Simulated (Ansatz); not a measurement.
# Si$_{5}$Mo: what the fields show

```cif
data_structure
_symmetry_space_group_name_H-M 'P 1'
_symmetry_Int_Tables_number 1
_cell_length_a 6.1857
_cell_length_b 6.1857
_cell_length_c 2.9768
_cell_angle_alpha 90.000
_cell_angle_beta 90.000
_cell_angle_gamma 90.000
_cell_volume 113.90
loop_
_atom_site_label
_atom_site_type_symbol
_atom_site_fract_x
_atom_site_fract_y
_atom_site_fract_z
_atom_site_occupancy
Si1 Si 0.27234 0.27234 0.00000 1
Si2 Si 0.72766 0.72766 0.00000 1
Si3 Si 0.72766 0.27234 0.00000 1
Si4 Si 0.27234 0.72766 0.00000 1
Si5 Si 0.00000 0.00000 0.00000 1
Mo1 Mo 0.50000 0.50000 0.50000 1
```

Space group P4/mmm; a structure generated by program, which may or may not match a known phase; computed without spin polarisation.

Theory: Ansatz, DFT PBE, scalar-relativistic, plane waves, PAW.

In a PAW calculation such maps are meaningful between the atoms, not at the nuclei.

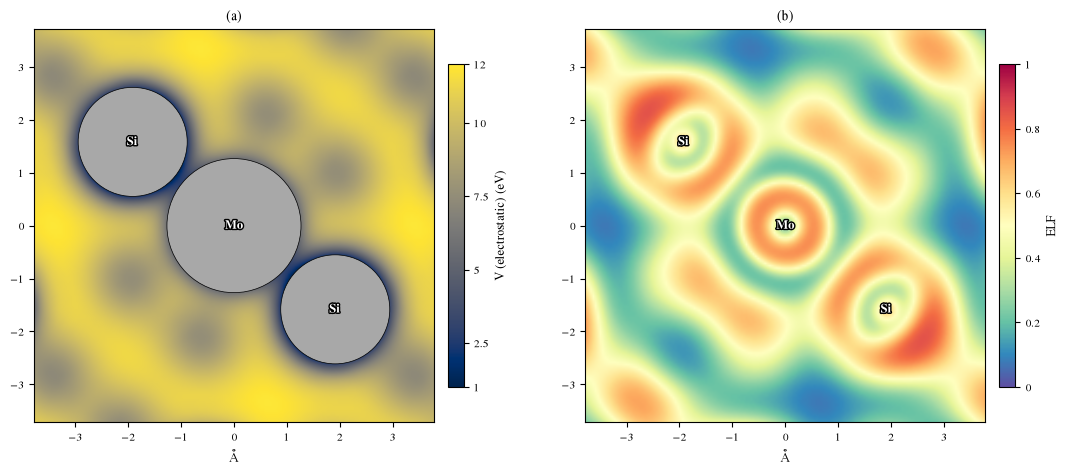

Figure 1. (a) electrostatic potential energy of an electron; (b) electron localisation function on the (111) plane of the conventional cell. Grey discs cover the atomic cores in the potential map.

> What does the map show?

The plane passes through Si and Mo nuclei. Si–Mo (2.49 Å): the ELF peaks at about 0.70 in the valence shell of Si, 0.9 Å from its nucleus, and is about 0.40 at the midpoint. The features right at Mo lie inside the PAW spheres, where the map follows smoothed inner orbitals and isn't to be read closely. Outside the cores the potential energy rises away from the atoms and is highest about 2.2 Å from the nearest atoms; its zero is arbitrary.

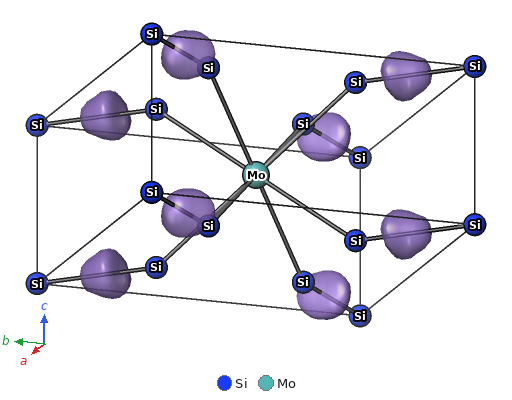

Figure 2. Isosurface of the ELF at 0.85 (purple), seen at an oblique angle. Core shells and regions of very low density are left out. Sticks mark near contacts.

> What do the ELF domains correspond to?

The ELF exceeds this value in four regions between bonded Si–Si atoms, counted in one cell of 6 atoms. Regions shared between cells count once. Along the contacts the grid gives the following. Si–Si (2.38 Å): the ELF peaks at about 0.90 between the atoms.

> Does the calculation give a band gap?

It is metallic or semimetallic at this level of theory: no gap opens.
